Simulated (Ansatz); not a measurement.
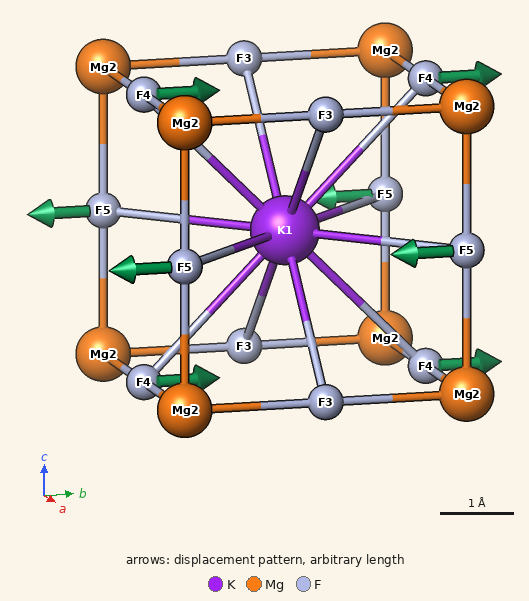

One vibrational mode of a crystal of KMgF3 (a generated structure) at the zone centre. Displacements are drawn as green arrows; their common scale and sign are arbitrary. A ball-and-stick model of the cell of the calculation, seen slightly off an axis.

Level of theory: DFT PBE, scalar-relativistic, plane waves, PAW (Ansatz). (plane-wave cutoff 420 eV; k-point mesh 6 × 6 × 6; occupations fixed; no spin polarisation)

Frequencies are those without the non-analytic (LO–TO) term.

**Give the symmetry, activity and frequency of this mode.**

This is the T₂u mode (triply degenerate; one member of the set is drawn) at 5.42 THz, optical level 2 of 4, counted from below, silent by symmetry (neither infrared- nor Raman-active). The K and Mg atoms stay at rest; all motion is along b; atoms of one kind move against one another, with no net shift of their sublattice.
